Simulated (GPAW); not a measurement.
# Ballistic transport through a Nb chain with an H atom on top of one atom, cheap and dear

How well does a Nb chain with an H atom on top of one atom conduct at low bias, and how far do basis and functional move the answer?

Calculated with GPAW 26.7.0; GPAW LCAO, PAW setups; Landauer transmission from Green's functions with principal layers (ASE), zero bias.

**1. The starting structure**

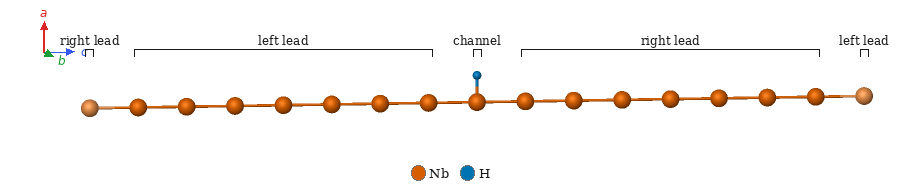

The cell as given, from the side, with the c axis across the page (niobium orange, hydrogen blue). Some periodic images of atoms are drawn too.

The cell holds 16 atoms: 15 Nb and 1 H. Its edges and angles: a = 9.000 Å, b = 9.000 Å, c = 35.250 Å, α = 90.0°, β = 90.0°, γ = 90.0°. Regions: left lead, 7 atoms (7 Nb); channel, 2 atoms (1 Nb and 1 H); right lead, 7 atoms (7 Nb). Vacuum lies along a and b. The structure is stacked along c, and the current runs across the ab planes.

**2. GPAW, dzp**

The script solves lead and junction separately, takes H and S in the orbital basis, and joins semi-infinite leads through their self-energies; the dzp basis is the working standard.

run.py

```python
import json
import numpy as np
from ase import Atoms
from ase.transport.calculators import TransportCalculator
from gpaw import GPAW, FermiDirac
from gpaw.lcao.tools import get_lcao_hamiltonian
from scipy.linalg import eigh

# The junction with lead layers at both ends, along the third cell vector
device = Atoms(
    ['Nb', 'Nb', 'Nb', 'Nb', 'Nb', 'Nb', 'Nb', 'Nb', 'H', 'Nb', 'Nb', 'Nb', 'Nb', 'Nb', 'Nb', 'Nb'],
    positions=[
        [4.50000, 4.50000, 1.17500],
        [4.50000, 4.50000, 3.52500],
        [4.50000, 4.50000, 5.87500],
        [4.50000, 4.50000, 8.22500],
        [4.50000, 4.50000, 10.57500],
        [4.50000, 4.50000, 12.92500],
        [4.50000, 4.50000, 15.27500],
        [4.50000, 4.50000, 17.62500],
        [5.78100, 4.50000, 17.62500],
        [4.50000, 4.50000, 19.97500],
        [4.50000, 4.50000, 22.32500],
        [4.50000, 4.50000, 24.67500],
        [4.50000, 4.50000, 27.02500],
        [4.50000, 4.50000, 29.37500],
        [4.50000, 4.50000, 31.72500],
        [4.50000, 4.50000, 34.07500]],
    cell=[[9.0, 0.0, 0.0], [0.0, 9.0, 0.0], [0.0, 0.0, 35.25]],
    pbc=True)

# One principal layer of the lead: the first 5 atoms of the device
lead = Atoms(
    ['Nb', 'Nb', 'Nb', 'Nb', 'Nb'],
    positions=[
        [4.50000, 4.50000, 1.17500],
        [4.50000, 4.50000, 3.52500],
        [4.50000, 4.50000, 5.87500],
        [4.50000, 4.50000, 8.22500],
        [4.50000, 4.50000, 10.57500]],
    cell=[[9.0, 0.0, 0.0], [0.0, 9.0, 0.0], [0.0, 0.0, 11.75]],
    pbc=True)

settings = dict(mode='lcao', basis='dzp', xc='PBE', h=0.2,
                occupations=FermiDirac(0.1), maxiter=250,
                mixer=dict(beta=0.1, nmaxold=8, weight=100.0),
                convergence=dict(density=0.0001))
energies = np.arange(-2, 2 + 1e-9, 0.05)
eta = 0.0001
n1, n2 = 1, 1
# k and -k transmit alike, so half of the mesh across the current serves
mesh = [(i, j) for i in range(n1) for j in range(n2) if (i, j) <= (-i % n1, -j % n2)]
weights = np.array([1 if (i, j) == (-i % n1, -j % n2) else 2 for i, j in mesh]) / (n1 * n2)

# [... helper functions left out ...]
fermi_lead = ground_state(lead, (1, 1, 10), 'lead.txt')
fermi_device = ground_state(device, (1, 1, 2), 'device.txt')
# [... loop over the mesh left out, but for ...]
        # Shift the lead onto the potential of the device's first layer
        shift = ((H[:, 0, 0] - H0[:, 0, 0]) / S0[0, 0]).real.mean()
# [...]
kT = 8.617333e-5 * 77
bias = [0.1, 0.2, 0.5, 1.0, 1.5, 2.0]
# [... integrals and printing left out ...]
```

Command:

```bash
$ OMP_NUM_THREADS=1 OPENBLAS_NUM_THREADS=1 python run.py
```

Output:

```text
basis functions: device 440, principal layer 145
Fermi level: lead -2.3976 eV, device -2.3932 eV; lead shifted by -0.0221 eV
largest coupling past the next layer 3.08e-07 eV, largest misfit of the first layer 0.028 eV
  E-E_F (eV)   T (one spin)  [channel counts left out]
    -2.000    2.9677e+00
    -1.950    2.9696e+00
    -1.900    2.9712e+00
    -1.850    2.9727e+00
    -1.800    2.9740e+00
    -1.750    2.9752e+00
    -1.700    2.9763e+00
    -1.650    2.9774e+00
    -1.600    2.9784e+00
    -1.550    2.9793e+00
    -1.500    2.9803e+00
    -1.450    2.9921e+00
    -1.400    2.9819e+00
    -1.350    2.9939e+00
    -1.300    3.0179e+00
    -1.250    3.0465e+00
[...]
1.650    4.9690e+00
     1.700    3.8548e+00
     1.750    3.2093e+00
     1.800    2.9529e+00
     1.850    1.9648e+00
     1.900    1.9885e+00
     1.950    1.9927e+00
     2.000    1.9941e+00
conductance at 77 K: 4.9973 G0 a cell; thermopower 0.06402 uV/K
current from the zero-bias T(E) at 0.1 V: 38.724 uA
current from the zero-bias T(E) at 0.2 V: 77.458 uA
current from the zero-bias T(E) at 0.5 V: 193.37 uA
current from the zero-bias T(E) at 1.0 V: 373.14 uA
current from the zero-bias T(E) at 1.5 V: 539.52 uA
current from the zero-bias T(E) at 2.0 V: 700.72 uA
```

It took 3.4 min on 1 thread of Arm Neoverse V2, shared host; peak memory 1.5 GiB.

This step gave:

| Property | Result |
| --- | --- |
| conductance | 4.997 G₀ |
| largest coupling past the next principal layer | 3.08e-7 eV |
| largest misfit of the first principal layer | 0.02783 eV |
| shift that aligns the lead | -0.02207 eV |
| basis functions of the junction | 440 |
| basis functions of a principal layer | 145 |
| transmission at the Fermi level (one spin) | 4.997 |

One spin. Table of transmission, zone mean by energy, zero at the Fermi level:

```tsv
energy (eV)	transmission, zone mean
-2.0000	2.97
-1.7500	2.98
-1.5000	2.98
-1.2500	3.05
-1.0000	3.26
-0.7500	3.50
-0.5000	3.77
-0.2500	4.97
-0.1000	5.01
0.0000	5.00
0.2500	4.97
0.5000	4.96
0.7500	4.95
1.0000	4.94
1.2500	4.95
1.5000	4.97
1.7500	3.21
2.0000	1.99
```

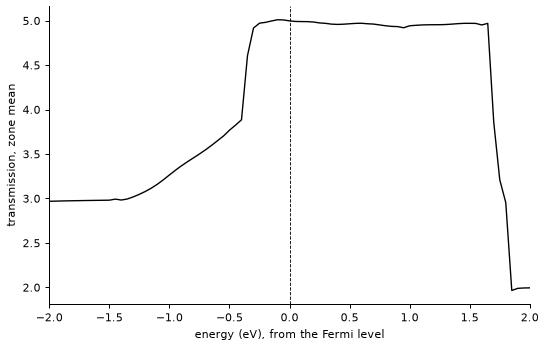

Transmission, zone mean, plotted against energy.

Not self-consistent under bias; the bias window is split evenly. Table of current through one cell, from the zero-bias transmission by bias:

```tsv
bias (V)	current through one cell, from the zero-bias transmission (mA)
0.100	0.0387
0.200	0.0775
0.500	0.193
1.000	0.373
1.500	0.540
2.000	0.701
```

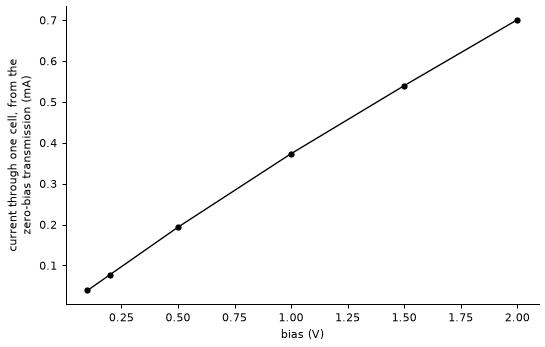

Current through one cell, from the zero-bias transmission against bias.

Transmission of the three most open eigenchannels against energy, zero at the Fermi level:

```tsv
energy (eV)	channel 1	channel 2	channel 3
-2.000	0.995	0.995	0.978
-1.800	0.997	0.996	0.981
-1.600	0.998	0.997	0.983
-1.400	0.998	0.998	0.986
-1.200	0.998	0.998	0.989
-1.000	0.998	0.998	0.991
-0.800	0.998	0.997	0.993
-0.600	0.998	0.997	0.994
-0.400	0.998	0.997	0.994
-0.200	0.998	0.998	0.995
0.000	0.998	0.998	0.994
0.200	0.999	0.999	0.994
0.400	0.999	0.999	0.993
0.600	0.999	0.999	0.993
0.800	0.999	0.998	0.994
1.000	0.999	0.996	0.995
1.200	0.999	0.997	0.995
1.400	0.999	0.995	0.995
1.600	0.999	0.991	0.984
1.800	0.999	0.980	0.868
2.000	0.999	0.996	6.5e-7
```

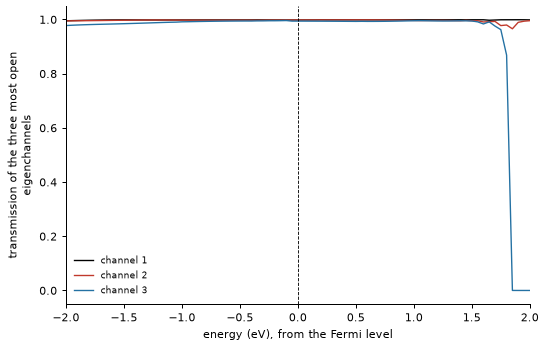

Transmission of the three most open eigenchannels, plotted against energy.

Couplings past the next layer reach 3.1e-7 eV, small enough to drop; the matrix elements of the cell's first layer differ from the bulk lead's by up to 0.028 eV. That layer keeps its own values in the calculation, and only beyond it is the lead taken as perfect. The Fermi levels of lead and junction count from different zeros of potential, one for each periodic cell; with both set to zero, the small remaining shift is what aligns them. By hand: G = 4.997 × 77.48 μS = 387 μS, a resistance of 2.58 kΩ; at 0.1 V a linear junction would pass 38.7 μA, and the integral over the bias window gives 38.7 μA.

**3. Single-zeta polarised basis**

One radial function a shell plus polarisation makes the matrices smaller; the question is what that costs.

run.py, as its differences from that of step 2:

```diff
@@ -43,3 +43,3 @@
 
-settings = dict(mode='lcao', basis='dzp', xc='PBE', h=0.2,
+settings = dict(mode='lcao', basis='szp(dzp)', xc='PBE', h=0.2,
                 occupations=FermiDirac(0.1), maxiter=250,
```

Output:

```text
basis functions: device 244, principal layer 80
Fermi level: lead -2.5972 eV, device -2.6055 eV; lead shifted by -0.0136 eV
largest coupling past the next layer 3.00e-07 eV, largest misfit of the first layer 0.021 eV
  E-E_F (eV)   T (one spin)  [channel counts left out]
    -2.000    2.9601e+00
    -1.950    2.9631e+00
    -1.900    2.9655e+00
    -1.850    2.9675e+00
    -1.800    2.9692e+00
    -1.750    2.9707e+00
    -1.700    2.9721e+00
    -1.650    2.9735e+00
    -1.600    2.9749e+00
    -1.550    2.9764e+00
    -1.500    2.9779e+00
    -1.450    2.9795e+00
    -1.400    2.9811e+00
    -1.350    2.9826e+00
    -1.300    2.9847e+00
    -1.250    2.9943e+00
[...]
1.650    4.9263e+00
     1.700    4.8726e+00
     1.750    4.7559e+00
     1.800    4.8310e+00
     1.850    3.8523e+00
     1.900    3.4467e+00
     1.950    1.9905e+00
     2.000    1.9946e+00
conductance at 77 K: 5.0086 G0 a cell; thermopower 0.02894 uV/K
current from the zero-bias T(E) at 0.1 V: 38.807 uA
current from the zero-bias T(E) at 0.2 V: 77.601 uA
current from the zero-bias T(E) at 0.5 V: 193.58 uA
current from the zero-bias T(E) at 1.0 V: 373.14 uA
current from the zero-bias T(E) at 1.5 V: 538.94 uA
current from the zero-bias T(E) at 2.0 V: 698.8 uA
```

Run time: 2.2 min. Hardware: 1 thread; peak memory 1.4 GiB.

Numbers from this step:

- conductance: 5.009 G₀
- largest coupling past the next principal layer: 3.00e-7 eV
- largest misfit of the first principal layer: 0.02103 eV
- shift that aligns the lead: -0.01360 eV
- basis functions of the junction: 244
- basis functions of a principal layer: 80
- transmission at the Fermi level (one spin): 5.009

One spin. Table of transmission, zone mean by energy, zero at the Fermi level:

```tsv
energy (eV)	transmission, zone mean
-2.0000	2.96
-1.7500	2.97
-1.5000	2.98
-1.2500	2.99
-1.0000	3.13
-0.7500	3.43
-0.5000	3.74
-0.2500	4.95
-0.0500	5.01
0.0000	5.01
0.2500	5.00
0.5000	4.98
0.7500	4.97
1.0000	4.98
1.2500	4.98
1.5000	4.95
1.7500	4.76
2.0000	1.99
```

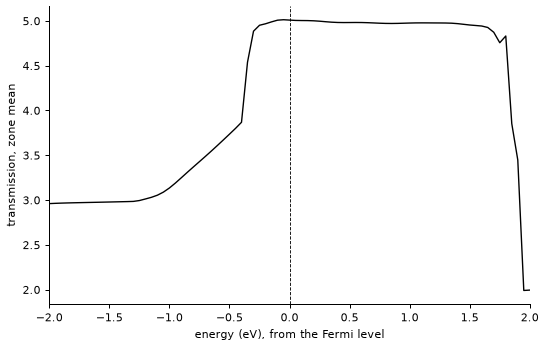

Transmission, zone mean against energy.

Not self-consistent under bias; the bias window is split evenly. Current through one cell, from the zero-bias transmission against bias:

```tsv
bias (V)	current through one cell, from the zero-bias transmission (mA)
0.100	0.0388
0.200	0.0776
0.500	0.194
1.000	0.373
1.500	0.539
2.000	0.699
```

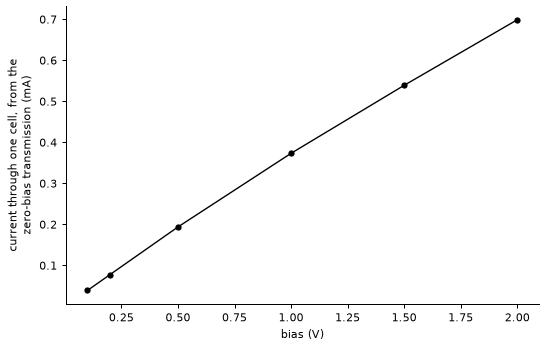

Current through one cell, from the zero-bias transmission, plotted against bias.

Transmission of the three most open eigenchannels against energy, zero at the Fermi level:

```tsv
energy (eV)	channel 1	channel 2	channel 3
-2.000	0.994	0.990	0.975
-1.800	0.996	0.994	0.979
-1.600	0.998	0.996	0.981
-1.400	0.999	0.997	0.986
-1.200	0.998	0.998	0.990
-1.000	0.998	0.998	0.993
-0.800	0.998	0.998	0.994
-0.600	0.998	0.997	0.994
-0.400	0.999	0.997	0.993
-0.200	0.999	0.998	0.995
0.000	0.999	0.998	0.994
0.200	0.999	0.999	0.994
0.400	0.999	0.999	0.994
0.600	0.999	0.999	0.994
0.800	0.999	0.998	0.994
1.000	0.999	0.998	0.995
1.200	0.999	0.996	0.996
1.400	0.999	0.997	0.996
1.600	0.999	0.997	0.995
1.800	0.999	0.980	0.976
2.000	0.999	0.996	9.7e-6
```

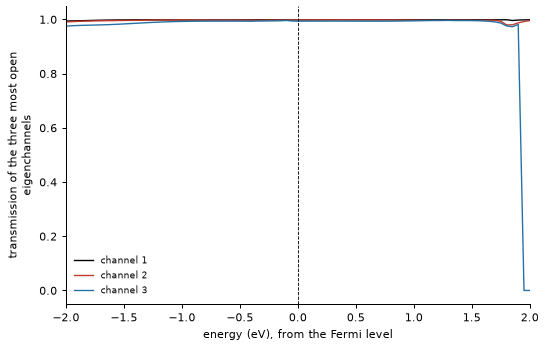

Transmission of the three most open eigenchannels against energy.

The conductance, 5.01 G₀, lies 0.2 % above that of the dzp run.

**4. GPAW, sz: basis = "sz(dzp)"**

One function for each valence shell of the setup, as for a first survey of a large system.

run.py, as its differences from that of step 3:

```diff
@@ -43,3 +43,3 @@
 
-settings = dict(mode='lcao', basis='szp(dzp)', xc='PBE', h=0.2,
+settings = dict(mode='lcao', basis='sz(dzp)', xc='PBE', h=0.2,
                 occupations=FermiDirac(0.1), maxiter=250,
```

Output:

```text
basis functions: device 196, principal layer 65
Fermi level: lead -2.6646 eV, device -2.6805 eV; lead shifted by -0.0114 eV
largest coupling past the next layer 2.93e-07 eV, largest misfit of the first layer 0.020 eV
  E-E_F (eV)   T (one spin)  [channel counts left out]
    -2.000    2.9561e+00
    -1.950    2.9596e+00
    -1.900    2.9625e+00
[...]
1.950    3.7607e+00
     2.000    3.4781e+00
conductance at 77 K: 5.0043 G0 a cell; thermopower 0.007952 uV/K
current from the zero-bias T(E) at 0.1 V: 38.772 uA
current from the zero-bias T(E) at 0.2 V: 77.527 uA
current from the zero-bias T(E) at 0.5 V: 193.34 uA
current from the zero-bias T(E) at 1.0 V: 372.92 uA
current from the zero-bias T(E) at 1.5 V: 539.08 uA
current from the zero-bias T(E) at 2.0 V: 699.52 uA
```

The job ended after 99 s (1 thread; peak memory 1.3 GiB).

This step gave:

```yaml
conductance: 5.004 G₀
largest_coupling_past_the_next_principal_layer: 2.93e-7 eV
largest_misfit_of_the_first_principal_layer: 0.02050 eV
shift_that_aligns_the_lead: -0.01139 eV
basis_functions_of_the_junction: 196
basis_functions_of_a_principal_layer: 65
transmission_at_the_fermi_level_one_spin: 5.004
```

One spin. The transmission, zone mean by energy, zero at the Fermi level:

```tsv
energy (eV)	transmission, zone mean
-2.000	2.96
-1.800	2.97
-1.600	2.97
-1.400	2.98
-1.200	3.02
-1.000	3.16
-0.800	3.39
-0.600	3.63
-0.400	3.88
-0.200	4.96
-0.050	5.01
0.000	5.00
0.200	5.00
0.400	4.98
0.600	4.98
0.800	4.98
1.000	4.98
1.200	4.98
1.400	4.96
1.600	4.92
1.800	3.97
2.000	3.48
```

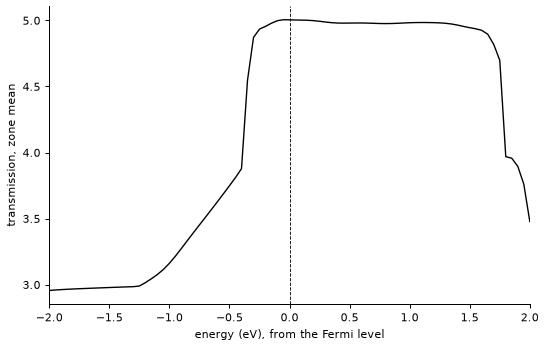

Transmission, zone mean against energy.

The conductance equals that of the dzp run to 0.2 %.

**5. revPBE in the dzp basis: xc = "revPBE"**

Back in the dzp basis, the functional changes from PBE to revPBE, to set the spread between functionals beside that between bases.

run.py, as its differences from that of step 4:

```diff
@@ -43,3 +43,3 @@
 
-settings = dict(mode='lcao', basis='sz(dzp)', xc='PBE', h=0.2,
+settings = dict(mode='lcao', basis='dzp', xc='revPBE', h=0.2,
                 occupations=FermiDirac(0.1), maxiter=250,
```

Output:

```text
basis functions: device 440, principal layer 145
Fermi level: lead -2.3190 eV, device -2.3140 eV; lead shifted by -0.0229 eV
largest coupling past the next layer 3.45e-07 eV, largest misfit of the first layer 0.028 eV
  E-E_F (eV)   T (one spin)  [channel counts left out]
    -2.000    2.9691e+00
    -1.950    2.9710e+00
    -1.900    2.9726e+00
[...]
1.950    1.9931e+00
     2.000    1.9943e+00
conductance at 77 K: 4.9875 G0 a cell; thermopower 0.08313 uV/K
current from the zero-bias T(E) at 0.1 V: 38.649 uA
current from the zero-bias T(E) at 0.2 V: 77.31 uA
current from the zero-bias T(E) at 0.5 V: 193.03 uA
current from the zero-bias T(E) at 1.0 V: 372.38 uA
current from the zero-bias T(E) at 1.5 V: 538.67 uA
current from the zero-bias T(E) at 2.0 V: 699.92 uA
```

Run time: 3.4 min. Hardware: 1 thread; peak memory 1.5 GiB.

Numbers from this step:

| Quantity | Value |
| --- | --- |
| conductance | 4.987 G₀ |
| largest coupling past the next principal layer | 3.45e-7 eV |
| largest misfit of the first principal layer | 0.02756 eV |
| shift that aligns the lead | -0.02295 eV |
| basis functions of the junction | 440 |
| basis functions of a principal layer | 145 |
| transmission at the Fermi level (one spin) | 4.987 |

The conductance equals that of the dzp run to 0.2 %.

**6. Cost and result by level**

Times are for 1 thread of Arm Neoverse V2, shared host. The series side by side:

```tsv
no.	run	conductance (G₀)	time	memory (GiB)
1	dzp	4.997	3.4 min	1.5
2	szp	5.009	2.2 min	1.4
3	sz	5.004	99 s	1.3
4	dzp revPBE	4.987	3.4 min	1.5
```

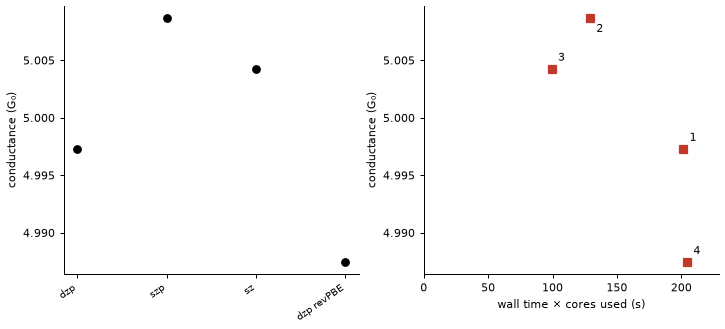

The series as plots; the last panel sets the first result against cost, with the runs numbered as in the table.

**7. Comparison**

The curves are compared point by point over the common energies.

This step: comparison of transmission and cost over codes and levels (GPAW 26.7.0).

Ladder, by row:

```tsv
step	code	T at the Fermi level (sum over the listed spins)	conductance (G0)	r.m.s. T(E) from the first	wall time (s)	peak memory (GiB)	threads
dzp	GPAW	4.997	4.997	0	201.6	1.48	1
szp	GPAW	5.009	5.009	0.3974	129.1	1.37	1
sz	GPAW	5.004	5.004	0.4611	99.36	1.3	1
dzp-revPBE	GPAW	4.987	4.987	0.1062	204.5	1.48	1
```

Transmission, zone mean, sum over the listed spins against energy, zero at the Fermi level:

```tsv
energy (eV)	dzp	szp	sz	dzp-revPBE
-2.000	2.97	2.96	2.96	2.97
-1.500	2.98	2.98	2.98	2.98
-1.000	3.26	3.13	3.16	3.26
-0.500	3.77	3.74	3.75	3.76
-0.100	5.01	5.01	5.00	5.00
0.000	5.00	5.01	5.00	4.99
0.500	4.96	4.98	4.98	4.96
1.000	4.94	4.98	4.98	4.94
1.500	4.97	4.95	4.94	4.96
2.000	1.99	1.99	3.48	1.99
```

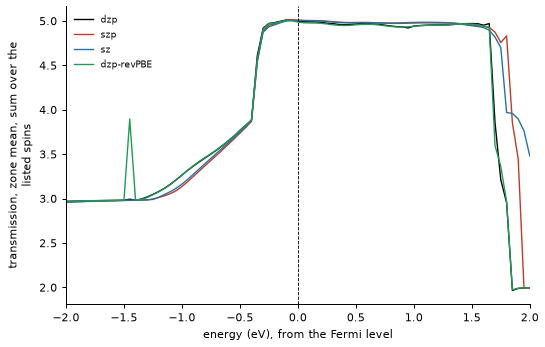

Transmission, zone mean, sum over the listed spins, plotted against energy.

(Continued in part 2 of 2.)

[Logs are printed without paths, hosts, clocks, repeated set-up lines and the standing remarks that a program may print on its own settings, such as how far it seeks lower states.]

[Hosts, paths, dates, database ids (printed as entryN), source tags and the programs' standing remarks are cut or masked in the printed files.]
